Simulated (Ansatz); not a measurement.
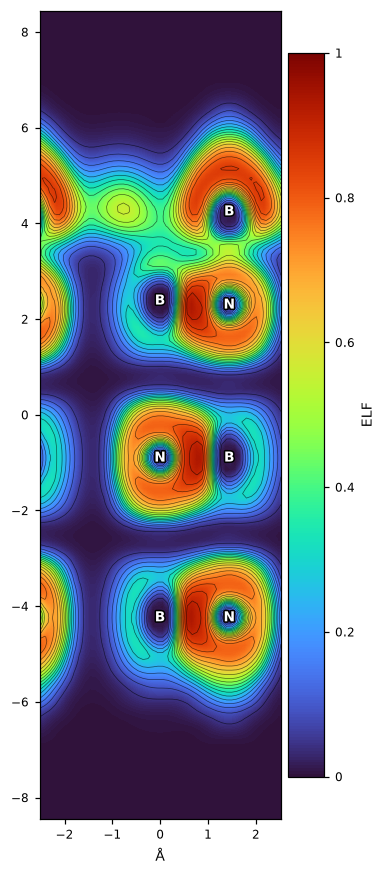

*B4N3 (slab). Electron localisation function on the (110) plane of the calculation cell, a cut from vacuum to vacuum.*

The program warned that a starting moment wasn't kept; spin-polarised, but the moments vanished.

Theory: Ansatz, DFT PBE+D3(BJ), scalar-relativistic, plane waves, PAW.

Core electrons are frozen (PAW), and the valence fields are smoothed inside the atomic spheres.

> Interpret the plot.

- Atoms in the plane: B and N.
- B–N (1.45 Å): the ELF peaks at about 0.95 between the atoms.
